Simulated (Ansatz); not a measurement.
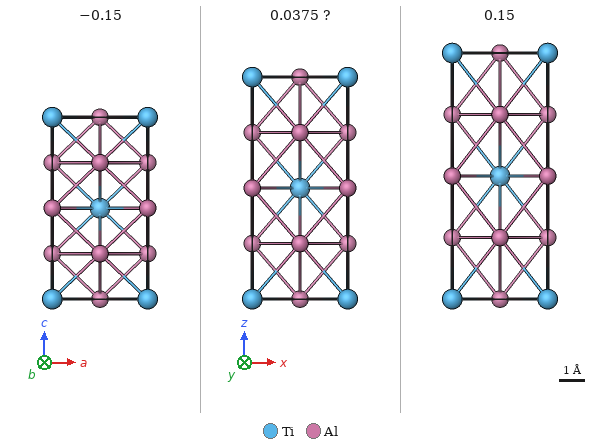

Energy scan for a crystal of TiAl3 (I4/mmm), in which the cell is strained along z alone, with the atoms kept at their fractional coordinates. x, y and z are the Cartesian axes of the input. Style: ball-and-stick. Shown: the conventional cell (2 times the calculation's cell), along the b axis. Lengths and directions refer to the drawn axes.

All numbers below come from DFT PBE, scalar-relativistic, plane waves, PAW in Ansatz. Settings: plane-wave cutoff 420 eV; k-point mesh 18 × 18 × 18; occupations gaussian; smearing width 0.15 eV; no spin polarisation. Energies (free energies at the smearing named) are counted from the relaxed crystal.

```json
{"strain": "−0.1500", "E − E(ref) (meV/atom)": "301"}
{"strain": "−0.0750", "E − E(ref) (meV/atom)": "68"}
{"strain": "0.0000", "E − E(ref) (meV/atom)": "0"}
{"strain": "0.0375", "E − E(ref) (meV/atom)": "?"}
{"strain": "0.1125", "E − E(ref) (meV/atom)": "110"}
{"strain": "0.1500", "E − E(ref) (meV/atom)": "181"}
```

**One row is withheld. What is its energy?**

A straight line between the two neighbours gives 37 meV/atom. A cubic through the four nearest rows (−0.0750, 0.0000, 0.1125, 0.1500) gives, with Lagrange weights, (−0.1000)(68) + (0.7500)(0) + (0.6000)(110) + (−0.2500)(181) = 14 meV/atom. The calculation gives 14 meV/atom, so the cubic is right to the digits shown and the straight line 23 meV/atom too high, as the curve bends upwards here.

The whole profile:

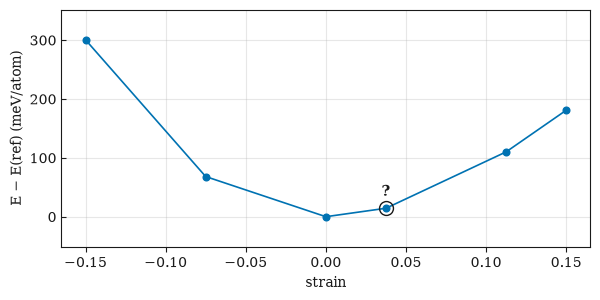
